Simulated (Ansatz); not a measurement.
Run report: Ni, geometry relaxation (part 3 of 3)

The same run, continued: Ni (slab, 5 atoms in the cell); DFT, PBE, PAW with Ansatz's default frozen-core files, scalar-relativistic, spin-polarised (Ansatz 0.2.0); cutoff 420 eV, 16×16×1 k-mesh, Fermi–Dirac smearing of 0.1 eV, collinear spins. It belongs to a series of runs on one base structure; here: atoms relaxed, PAW files.

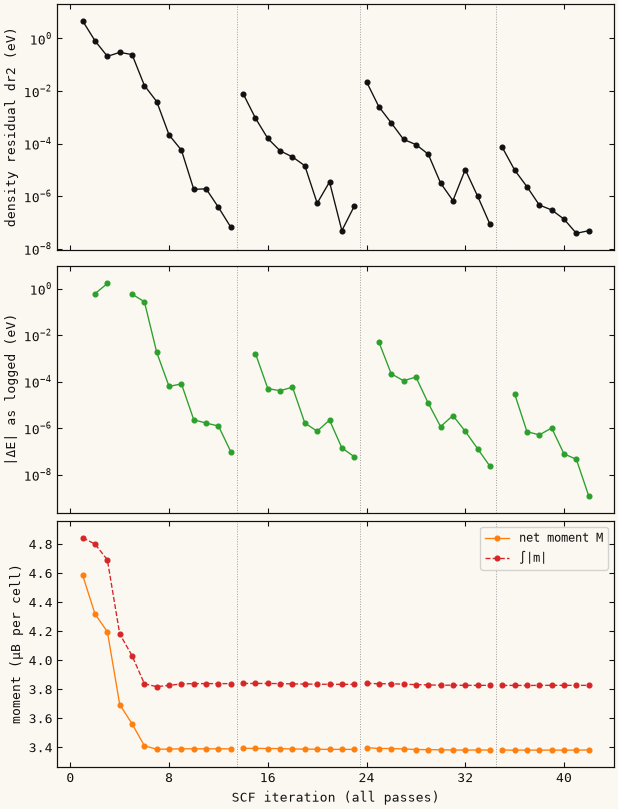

Fig. 1: Convergence of the self-consistent field: density residual dr2, size of the energy change and magnetic moment against the SCF iteration. The dotted lines part the SCF passes of the relaxation: geometry steps, rejected trials and re-solves on a re-selected basis. The passes take 13, 10, 11 and 8 iterations. The net moment goes from 4.6 to 3.4 μB per cell.

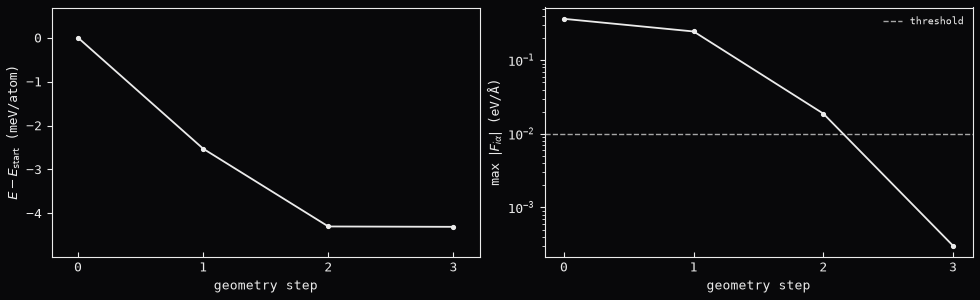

Fig. 2: Progress of the relaxation, step by step (the first geometry is step 0 here and step 1 in the log).

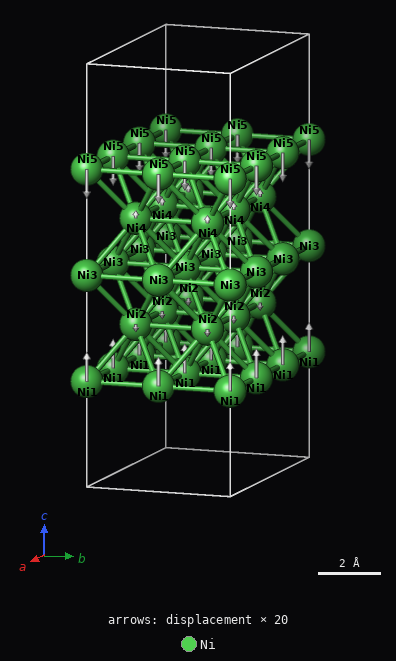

Fig. 3: The starting structure with the displacements as white arrows, magnified 20 times (ball-and-stick view of the 3 × 2 repeat of the cell, with the vacuum cut short, seen slightly off an axis). The largest moves, 0.050 Å, are those of Ni1 and Ni5. The lattice vectors keep their values. Among the contacts that change: Ni1–Ni2 2.489 → 2.445 Å, Ni2–Ni3 2.489 → 2.499 Å. After 3 geometry steps the energy has fallen by 4.3 meV per atom. Largest force component: 0.37 eV/Å at the start, 0.0003 eV/Å at the end. (Atoms are counted from 1 in the order of the input.)

```
WARN: The output density's exchange-correlation potential varies sharply where the density is thin. Do not read a vacuum level from v_tot or v_xc, or from such a field of the output density. On a cell that repeats whose density bears no net charge and no dipole along the vacuum's axis use v_es (v_loc + v_h of the components); under efield.dipole_correction with no amplitude use v_es + v_field, which holds any external_charges[].barrier, or the levels of the report's work_function block, which leave it out; under a non-zero efield.amplitude the vacuum is tilted and has no level; on a cell that repeats and bears such a dipole with no correction it is tilted too, and efield.dipole_correction with no amplitude gives each side of its ramp a level where efield: is served; in a cell that repeats whose density bears a net charge (total_charge, or a fill off its count) it is curved and has none; of a slab under crystal.periodic whose density bears no net charge use v_es, which has a level on each side, short of where the two are joined; of another it falls or rises all the way out and has none; of a slab beside external_charges read slab_vacuum_level instead, which it has where they leave it neutral. The grid or the basis barely resolves most such structure, and the values can differ between equally converged runs; as a rule a tighter scf.convergence.dr2_threshold does not remove it. Where the density itself ripples (under the LDA too) a higher basis.ecutwfc lessens it. The files hold the spikes' plane waves up to the density's cutoff. Files: v_tot_of_output_density and the like, and their columns of v_z.tsv (output.write_potential); v_xc_of_output_density and the like, and their columns of v_comp_z.tsv (output.write_potential_components). Measured: with its Gaussian average of σ = 0.25 Å subtracted twice, the exchange-correlation potential is over 0.1 eV at 328 of the grid points where the equally averaged density (valence and model cores) is under 1e-3 e/Å³, and 1.27 eV at the most among them, at an averaged density of 8.8e-9 e/Å³. The input density's (outcome.potential() and, of a run that writes arrays, v_tot and v_xc) is over 0.1 eV, so measured, at 74 points of its own thin density, 0.431 eV at the most. See output.write_potential in the manual, Limitations
SCF converged after 8 iterations
Magnetization: 3.3795 μB (46.6898 up, 43.3102 down)
Absolute magnetization: 3.8286 μB (∫|ρ↑−ρ↓|, with the PAW one-centre terms)
Spin contamination: 0.0465 ħ² per cell (⟨S²⟩ above its minimum at these occupations)
Per-site moments (μB) at R_I (Å): [(0.7652370990297256, 1.008543120122983), (0.6833339904088297, 1.008543120122983), (0.6757997883008348, 1.02687261604125), (0.6833343505657197, 1.0085434073399004), (0.7652377051812668, 1.0085434073399004)]
Free energy (F): -29197.004893 eV
Harris-Foulkes:  -29197.004893 eV  (|F-HF|=4.19e-8)
Internal energy: -29196.721128 eV  (E = F + TS)
E sigma→0 (E₀):  -29196.863011 eV
Entropy (-TS):   -0.283765 eV (-56.753 meV/atom)
Fermi energy:    3.956321 eV
Dipole field:    D = 0.000003 V/Å  (p = 0.000002 e·Å, saw-weighted, corrected)
Work function:   Φ+ = 4.9030 eV   Φ− = 4.9031 eV
Levels:          The Fermi level and band energies are counted from a zero that moves with the ramp; work functions are not
--- Per-component energies (eV) ---
  E_band       = -2687.868730
  E_kinetic    = 1408.421959
  E_local      = -195824.156799  (includes V_loc(G=0)·N_el)
  E_nonlocal   = 3185.859357
  E_hartree    = 95860.554881
  E_xc         = -420.434362
  E_vxc        = -541.821111  (∫ρ·V_xc dr)
  E_paw        = -8154.755009  (= ΣΔE_a)
  E_vpaw       = -2637.252920  (= ΣTr[D̂ρ^β])
  E_aug_tail   = 0.002640  (compensation charges beyond the density's cutoff)
  E_efield     = 0.000000  (sawtooth field / dipole correction)
  E_vefield    = 0.000000  (∫n·V_field dr)
  E_ewald      = 74747.786204
  E_smearing   = -0.283765  (= −TS)
  E_closure    = -0.000000  (closes the sum)
  Σ components = -29197.004893   (vs F -29197.004893, Δ=0.00e0)
--- Forces (eV/Å), atoms counted from 1 ---
  atom   1  Ni    -0.00000000     0.00000000    -0.00001984
  atom   2  Ni     0.00000000     0.00000000    -0.00030074
  atom   3  Ni     0.00000000     0.00000000     0.00000931
  atom   4  Ni    -0.00000000     0.00000000     0.00029763
  atom   5  Ni     0.00000000     0.00000000     0.00001300
  max |Σ_I F_I| component: 6.35e-7 eV/Å
--- Stress (GPa, compression-positive) ---
       -1.652904       0.000000       0.000000
        0.000000      -1.652904       0.000000
        0.000000       0.000000       0.001632
  P = ⅓ Tr σ = -1.1014 GPa (-11.014 kbar)
--- Band table (eV; the first three rows and the last of 90) ---
  k-point 0 ↑: bands = ["-99.7401", "-99.7371", "-99.6640", "-99.4012", "-99.4012", "-60.1806", "-60.1412", "-60.0626", "-60.0626", "-60.0534", "-60.0534", "-60.0214", "-59.9738", "-59.9738", "-59.7900", "-59.7900", "-59.7899", "-59.7899", "-59.6673", "-59.6671", "-4.7436", "-3.5812", "-1.8537", "-0.6859", "-0.6295", "-0.1459", "0.1831", "0.7368", "1.2528", "1.4752", "1.6193", "1.6193", "1.9620", "1.9620", "2.1559", "2.4556", "2.5874", "2.5874", "2.6373", "2.7098", "2.7139", "2.8275", "3.1283", "3.1398", "3.1398", "3.3109", "3.3863", "3.4177", "3.4177", "4.5321", "5.8452", "8.6284", "8.9845", "9.8126", "11.2037", "12.4141", "14.5089"]
  k-point 1 ↑: bands = ["-99.7395", "-99.7366", "-99.6637", "-99.4008", "-99.4008", "-60.1793", "-60.1417", "-60.0666", "-60.0619", "-60.0605", "-60.0530", "-60.0194", "-59.9778", "-59.9738", "-59.7941", "-59.7941", "-59.7897", "-59.7897", "-59.6669", "-59.6667", "-4.6435", "-3.4869", "-1.7710", "-0.6164", "-0.5720", "-0.1138", "0.2092", "0.7514", "1.2562", "1.4996", "1.6095", "1.6332", "1.8576", "1.9557", "2.2720", "2.2737", "2.4877", "2.5215", "2.6426", "2.6845", "2.8581", "2.9913", "2.9921", "3.0170", "3.2216", "3.2714", "3.3097", "3.3662", "3.4326", "4.7579", "6.0970", "8.7232", "9.0882", "9.9051", "11.3026", "12.4953", "14.6002"]
  k-point 2 ↑: bands = ["-99.7379", "-99.7353", "-99.6628", "-99.3996", "-99.3996", "-60.1756", "-60.1435", "-60.0779", "-60.0776", "-60.0597", "-60.0517", "-60.0168", "-59.9890", "-59.9736", "-59.8059", "-59.8057", "-59.7890", "-59.7890", "-59.6658", "-59.6657", "-4.3473", "-3.2107", "-1.5381", "-0.4290", "-0.4112", "-0.0188", "0.2931", "0.8017", "1.2553", "1.5627", "1.5942", "1.6719", "1.7279", "1.9343", "1.9660", "2.3799", "2.3849", "2.5311", "2.6035", "2.6607", "2.7858", "2.8183", "2.8767", "2.9047", "3.2105", "3.2169", "3.3633", "3.4371", "3.5632", "5.2698", "6.7098", "9.0068", "9.3992", "10.1812", "11.5993", "12.7354", "14.8722"]
  k-point 44 ↓: bands = ["-98.8560", "-98.8559", "-98.7956", "-98.4453", "-98.4453", "-59.3477", "-59.3477", "-59.3256", "-59.3256", "-59.2743", "-59.2737", "-59.2430", "-59.2430", "-59.2043", "-58.9632", "-58.9632", "-58.9631", "-58.9631", "-58.7814", "-58.7814", "-0.2023", "-0.1014", "0.2378", "0.5087", "0.5087", "0.6547", "0.9147", "0.9671", "0.9671", "1.8257", "1.8257", "2.9628", "2.9628", "3.4251", "3.5218", "3.8545", "3.8975", "3.9962", "3.9962", "4.0545", "4.2933", "4.2938", "4.4027", "4.6003", "4.6003", "7.1436", "7.1436", "9.0293", "9.0293", "11.5020", "11.5020", "13.4698", "13.4799", "13.8382", "14.1608", "14.1748", "14.1748"]
--- Relaxed structure (4 steps of the walk, 4 accepted, 0 SCFs on fresh bases) ---
  F+E_penalty+E_count = -29197.00489341 eV   max|allowed force component| = 3.006e-4 eV/Å
  atoms:
    - { symbol: Ni, position: [3.1472323759475707e-32, 0.0, 0.3493680820589913] }
    - { symbol: Ni, position: [0.5, 0.5, 0.42301216839293715] }
    - { symbol: Ni, position: [-2.063495131053924e-31, 0.0, 0.49999995772891537] }
    - { symbol: Ni, position: [0.5, 0.5, 0.5769878309714123] }
    - { symbol: Ni, position: [-2.061947819168011e-31, 0.0, 0.6506319608477438] }
```

Trajectory as extended XYZ (Å, eV, eV/Å), 4 frames, from step=1 to step=4:
```
5
Lattice="2.4894 0.0000 0.0000 0.0000 2.4894 0.0000 0.0000 0.0000 23.0411" Properties=species:S:1:pos:R:3:forces:R:3 step=1 energy=-29196.98335
Ni    0.0000    0.0000    8.0000    0.0000   0.0000   0.3193
Ni    1.2447    1.2447    9.7603    0.0000   0.0000  -0.3653
Ni    0.0000    0.0000   11.5206    0.0000   0.0000   0.0000
Ni    1.2447    1.2447   13.2808    0.0000   0.0000   0.3653
Ni    0.0000    0.0000   15.0411    0.0000   0.0000  -0.3192
5
Lattice="2.4894 0.0000 0.0000 0.0000 2.4894 0.0000 0.0000 0.0000 23.0411" Properties=species:S:1:pos:R:3:forces:R:3 step=2 energy=-29196.99599
Ni    0.0000    0.0000    8.0199    0.0000   0.0000   0.2084
Ni    1.2447    1.2447    9.7568    0.0000   0.0000  -0.2459
Ni    0.0000    0.0000   11.5205    0.0000   0.0000   0.0000
Ni    1.2447    1.2447   13.2843    0.0000   0.0000   0.2459
Ni    0.0000    0.0000   15.0212    0.0000   0.0000  -0.2084
5
Lattice="2.4894 0.0000 0.0000 0.0000 2.4894 0.0000 0.0000 0.0000 23.0411" Properties=species:S:1:pos:R:3:forces:R:3 step=3 energy=-29197.00485
Ni    0.0000    0.0000    8.0513    0.0000   0.0000  -0.0142
Ni    1.2447    1.2447    9.7455    0.0000   0.0000   0.0188
Ni    0.0000    0.0000   11.5206    0.0000   0.0000   0.0000
Ni    1.2447    1.2447   13.2956    0.0000   0.0000  -0.0188
Ni    0.0000    0.0000   14.9898    0.0000   0.0000   0.0143
5
Lattice="2.4894 0.0000 0.0000 0.0000 2.4894 0.0000 0.0000 0.0000 23.0411" Properties=species:S:1:pos:R:3:forces:R:3 step=4 energy=-29197.00489
Ni    0.0000    0.0000    8.0498    0.0000   0.0000   0.0000
Ni    1.2447    1.2447    9.7467    0.0000   0.0000  -0.0003
Ni    0.0000    0.0000   11.5205    0.0000   0.0000   0.0000
Ni    1.2447    1.2447   13.2944    0.0000   0.0000   0.0003
Ni    0.0000    0.0000   14.9913    0.0000   0.0000   0.0000
```

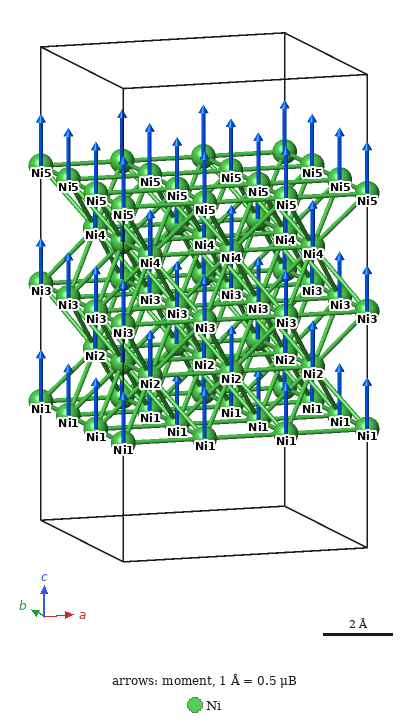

Fig. 4: Magnetic moments of the sites as blue arrows (ball-and-stick view of the 3 × 3 repeat of the cell, with the vacuum cut short, seen slightly off an axis; atoms are numbered from 1 in the order of the input); small moments hardly show. The run is collinear, so the axis drawn is arbitrary. Site moments: Ni1, Ni5 (0.77 μB); Ni2, Ni3, Ni4 (0.68 μB). They are counted near the atoms and needn't add up to the moment of the cell.

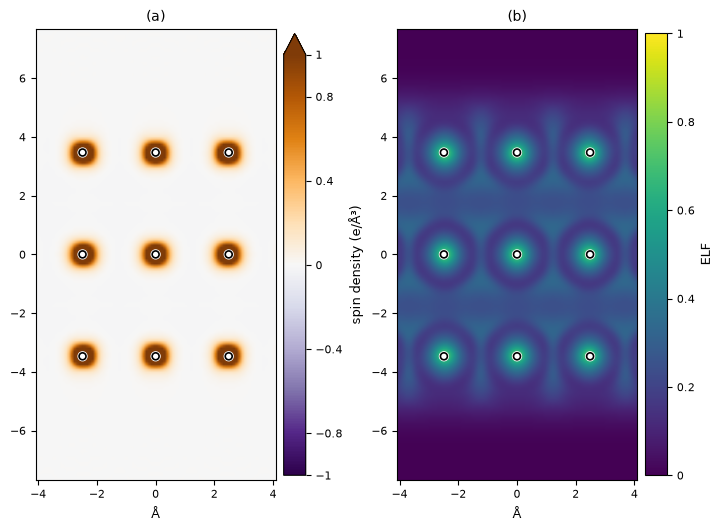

Fig. 5: (a) spin density (up minus down); (b) ELF on the (100) plane of the calculation cell, a cut from vacuum to vacuum. Circles mark the nuclei in the plane (Ni). The plane passes through Ni nuclei. Ni–Ni (2.49 Å): the ELF is about 0.25 at the midpoint (no localised pair between them). The strong features right at Ni lie inside the PAW spheres (semicore, d or f shells) and say nothing about bonding. The cell of the calculation (5 atoms) carries 3.4 μB net. In a PAW calculation such maps are meaningful between the atoms, not at the nuclei.

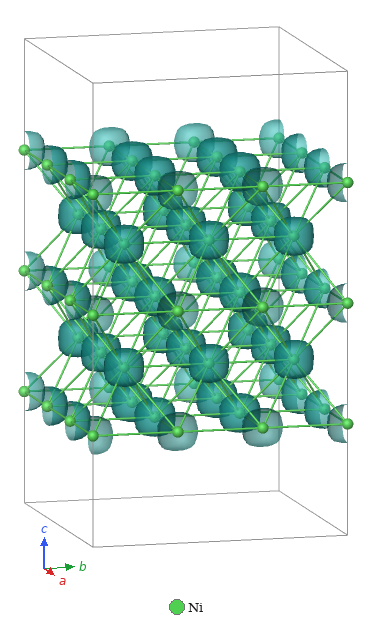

Fig. 6: Isosurfaces of the spin density at +0.2 (teal) and −0.2 e/Å³ (pink), seen slightly off an axis. Sticks mark near contacts. The cell of the calculation (5 atoms) carries 3.4 μB net. Only one sign reaches the isovalue.

This output came from the following input.

Input:
```yaml
crystal:
  lattice:
    - [2.4893881601, 0.0, 0.0]
    - [0.0, 2.4893881601, 0.0]
    - [0.0, 0.0, 23.0411]
  atoms:
    - { symbol: Ni, position: [0.0, 0.0, 0.3472066657], spin: 1.0 }
    - { symbol: Ni, position: [0.5, 0.5, 0.4236033326], spin: 1.0 }
    - { symbol: Ni, position: [0.0, 0.0, 0.5], spin: 1.0 }
    - { symbol: Ni, position: [0.5, 0.5, 0.5763966674], spin: 1.0 }
    - { symbol: Ni, position: [0.0, 0.0, 0.6527933343], spin: 1.0 }
magnetization:
  spin_polarized: true
kpoints:
  mp_grid: { grid: [16, 16, 1] }
scf:
  occupations: { method: fermi_dirac, width: 0.1 }
hamiltonian:
  xc: pbe
  pseudopotentials: { kind: paw }
output:
  forces: true
  stress: true
  eigenvalues: true
  write_density: true
  write_potential: true
  elf: true
  volumetric_format: npy
relax:
  f_tol: 0.01
  max_steps: 40
efield:
  axis: 3
  amplitude: 0
  dipole_correction: true
```

Command:
```bash
ansatz run input.yaml --threads 3 --pin off --max-ram 9216MiB --backend cpu --events-out ev --progress --plain --runs-dir out
```

Results in brief:

```json
{"quantity": "outcome", "value": "converged"}
{"quantity": "electrons treated", "value": "90"}
{"quantity": "free energy", "value": "−29197.0049 eV"}
{"quantity": "Fermi energy", "value": "3.956 eV"}
{"quantity": "net moment of the cell", "value": "3.38 μB"}
{"quantity": "integrated absolute moment", "value": "3.83 μB"}
{"quantity": "final volume", "value": "142.79 Å³"}
{"quantity": "largest force (length of the vector) at the end", "value": "under 0.001 eV/Å"}
{"quantity": "hardware", "value": "3 threads of Intel Xeon @ 2.90GHz (Ice Lake), 12 GiB of memory available, shared host"}
{"quantity": "wall time", "value": "2.5 min (CPU time 6.2 min)"}
{"quantity": "peak memory", "value": "0.87 GiB"}
```

Notes:

The program warns: the SCF threshold is looser than advised for the printed stress; the exchange-correlation potential is rough where the density is thin.
